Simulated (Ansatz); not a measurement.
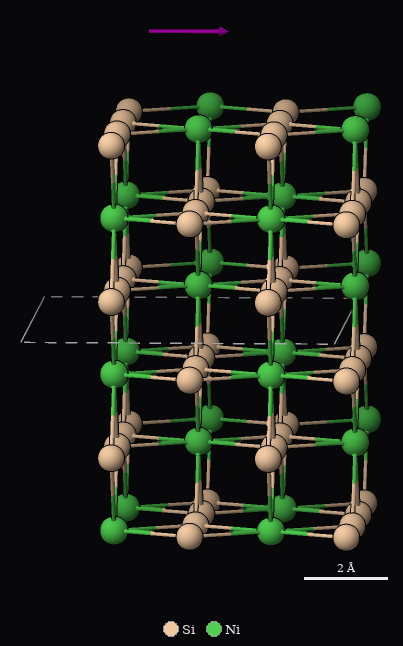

A scan of crystalline Si₂Ni (Fm-3m): the crystal above a cut along the (0 1 1) plane of the conventional cell (between a plane of Ni/Si below and one of Ni/Si above, 1.91 Å apart) is slid rigidly by fractions of an in-plane lattice vector 3.81 Å long (a generalised stacking fault). One cut stands in each cell, which starts 9.5 Å high; nothing is relaxed, and the dashed outline marks the cut, the arrow on top the direction of slip. The picture shows the perfect crystal around the cut (dashed). The picture is a ball-and-stick view of the layers on both sides of the cut, seen from the side, nearly along the cut plane.

The calculation used DFT PBEsol, scalar-relativistic, plane waves, PAW in Ansatz 0.2.0. (plane-wave cutoff 420 eV; k-point mesh 9 × 13 × 5; occupations gaussian; smearing width 0.15 eV; no spin polarisation). Energies (free energies at the smearing named) are counted from the relaxed crystal.

```xyz
15
Lattice="5.3914 0.0000 0.0000 0.0000 2.6957 -2.6957 -2.6957 8.0871 5.3914" Properties=species:S:1:pos:R:3 pbc="T T T"
Si    1.3479    4.0436   -1.3479
Si    4.0436    4.0436    1.3479
Si    1.3479    6.7393    1.3479
Si   -1.3479    6.7393    4.0436
Si    1.3479    9.4350    4.0436
Si   -1.3479    6.7393    1.3479
Si    1.3479    6.7393    4.0436
Si   -1.3479    9.4350    4.0436
Si    4.0436    4.0436   -1.3479
Si    1.3479    4.0436    1.3479
Ni    0.0000    5.3914    0.0000
Ni    2.6957    5.3914    2.6957
Ni    0.0000    8.0871    2.6957
Ni   -2.6957    8.0871    5.3914
Ni    2.6957    2.6957    0.0000
```

Question: What energies does the calculation give (the slip: 0.00, 0.10, 0.20, 0.30, 0.40, 0.50, 0.60, 0.80, 1.00)?

Answer:
| slip (fraction of the lattice vector) | γ (mJ/m²) |
| --- | --- |
| 0.00 | 0 |
| 0.10 | 184 |
| 0.20 | 846 |
| 0.30 | 2055 |
| 0.40 | 3389 |
| 0.50 | 3984 |
| 0.60 | 3389 |
| 0.80 | 846 |
| 1.00 | 0 |

Points that are alike by symmetry were computed once.

The curve starts and ends at zero, since a full lattice vector restores the crystal. Its highest computed point is 3984 mJ/m² at slip 0.50. The points are too sparse to place its extrema closely. Relaxation across the fault would lower the values.

As a plot (hollow markers are points alike by symmetry):

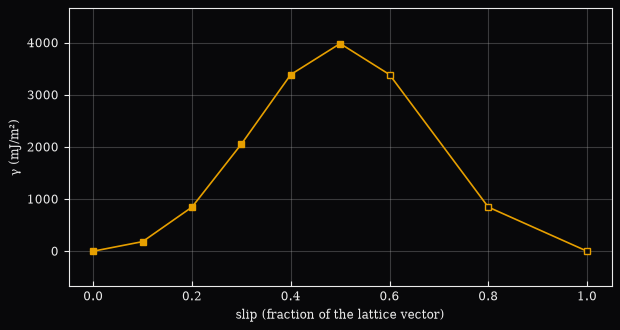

Limits of the set-up: an element that often carries a moment was run without spin polarisation.
